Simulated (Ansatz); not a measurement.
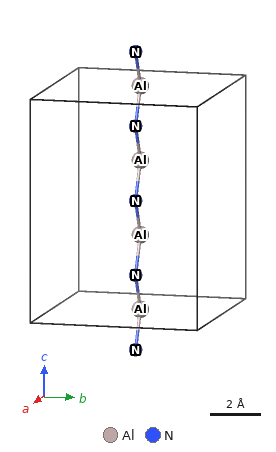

Starting structure of a wire of composition AlN. Style: ball-and-stick. Shown: the 3 repeat of the cell, with the vacuum cut short, slightly off an axis.

Case: zigzag chain of atoms.

Method: Ansatz, DFT PBEsol, scalar-relativistic, plane waves, PAW.

The input:
```yaml
crystal:
  lattice:
    - [9.8, 0.0, 0.0]
    - [0.0, 9.3, 0.0]
    - [0.0, 0.0, 3.0706345416]
  atoms:
    - { symbol: Al, position: [0.4608337431, 0.5, 0.0], spin: 0.5 }
    - { symbol: "N", position: [0.5391662569, 0.5, 0.5], spin: 0.5 }
basis:
  ecutwfc: 420
kpoints:
  mp_grid: { grid: [1, 1, 21] }
hamiltonian:
  xc: pbesol
scf:
  occupations: { method: gaussian, width: 0.05 }
output:
  forces: true
  stress: true
  eigenvalues: true
  populations: true
  write_density: true
  write_potential: true
  elf: true
  volumetric_format: npy
magnetization:
  spin_polarized: true
relax:
  adjacent_minimum: "off"
  f_tol: 0.01
  max_steps: 45
  cell: { fix: [a, b, alpha, beta, gamma], stress_tol: 0.03 }
```

Run as
```bash
ansatz run input.yaml --threads 2 --pin off --max-ram 5120MiB --backend cpu --events-out ev --progress --plain --runs-dir out
```

> What does the optimiser find from here?

After 6 accepted moves (9 points after the start) the energy has fallen by 0.518 eV per cell of the calculation. The largest force component goes from 1.1 to 0.0003 eV/Å. The line search rejected the trial step at point 4 of the run. At 2 points the geometry stayed and the basis and grid were re-selected for the new cell (energy shift of 10.9 meV per cell of the calculation at most each time). The largest moves relative to the layer's centre, 0.38 Å, are those of Al1 and N2. Largest moves by element: Al 0.38 Å, N 0.38 Å. Along the periodic axis the drawn cell goes c 9.212 → 10.102 Å (+9.7 %). Some distances before and after: Al1–N2 1.717 → 1.684 Å. Bond angles that change, for instance: Al1–N2–Al1 126.9° → 180.0°, N2–Al1–N2 126.9° → 180.0°. The program noted that the starting moments weren't kept.

Step by step:

```json
{"step": "0", "E − E(0), meV/atom": "0.00", "largest force component, eV/Å": "1.1306", "note": ""}
{"step": "1", "E − E(0), meV/atom": "-70.09", "largest force component, eV/Å": "1.1661", "note": ""}
{"step": "2", "E − E(0), meV/atom": "-189.12", "largest force component, eV/Å": "0.7113", "note": ""}
{"step": "3", "E − E(0), meV/atom": "-243.06", "largest force component, eV/Å": "0.0242", "note": ""}
{"step": "4", "E − E(0), meV/atom": "-189.15", "largest force component, eV/Å": "0.4494", "note": "rejected"}
{"step": "5", "E − E(0), meV/atom": "-253.42", "largest force component, eV/Å": "0.0005", "note": ""}
{"step": "6", "E − E(0), meV/atom": "-253.42", "largest force component, eV/Å": "0.0000", "note": ""}
{"step": "7", "E − E(0), meV/atom": "-258.85", "largest force component, eV/Å": "0.0000", "note": "same geometry, new basis"}
{"step": "8", "E − E(0), meV/atom": "-258.86", "largest force component, eV/Å": "0.0003", "note": ""}
{"step": "9", "E − E(0), meV/atom": "-258.89", "largest force component, eV/Å": "0.0003", "note": "same geometry, new basis"}
```

The end point in the same view:

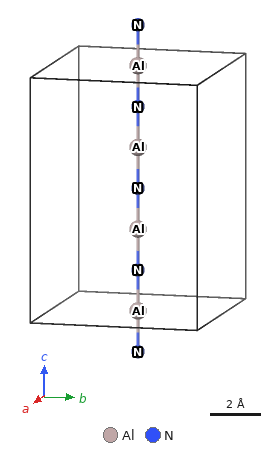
